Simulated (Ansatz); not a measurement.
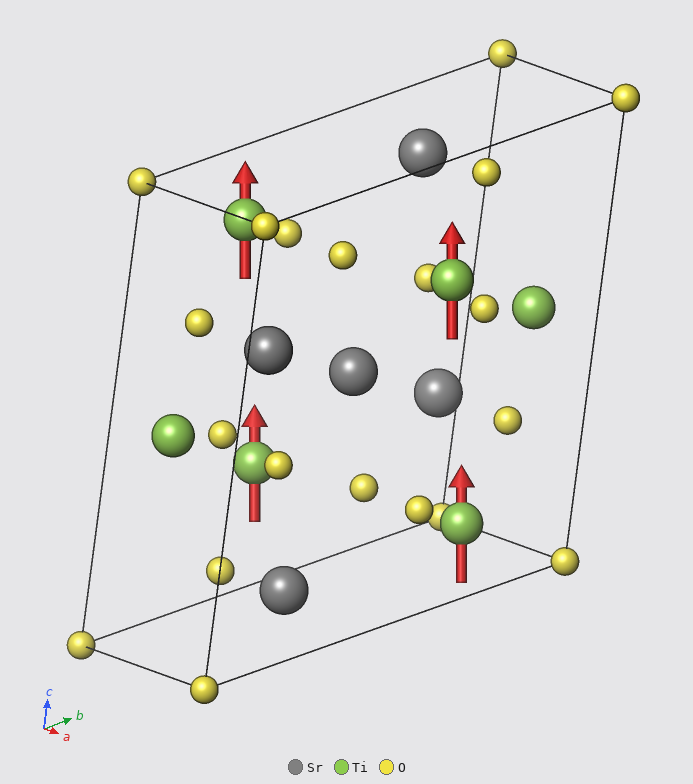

Spheres-only drawing of the structure, looking slightly off an axis. The frame is the simulation cell; atoms at its boundary are shown with their periodic copies. Arrows are the site magnetic moments above 0.25 μB (those induced on non-metal atoms are left out); longer means larger, and red and blue are up and down (without spin-orbit coupling the axis itself is arbitrary).

This is the state reached for Sr5Ti5O13. Level of theory: DFT PBEsol, scalar-relativistic, plane waves, PAW (Ansatz 0.2.0). Settings were wavefunction cutoff 420 eV, the zone sampled with 8×6×6 points, Gaussian smearing of 0.1 eV, collinear spins.

### What order do the moments form, and how large are they?

Ferromagnetic (within this cell). Site moments: 4 Ti +0.3 μB. The net spin moment of the whole cell is 3.5 μB, including what lies between the atoms and on sites without an arrow.

Its origin is a structure listed in the Materials Project. The structure drawn was relaxed with DFT PBEsol, scalar-relativistic, plane waves, PAW in Ansatz 0.2.0.
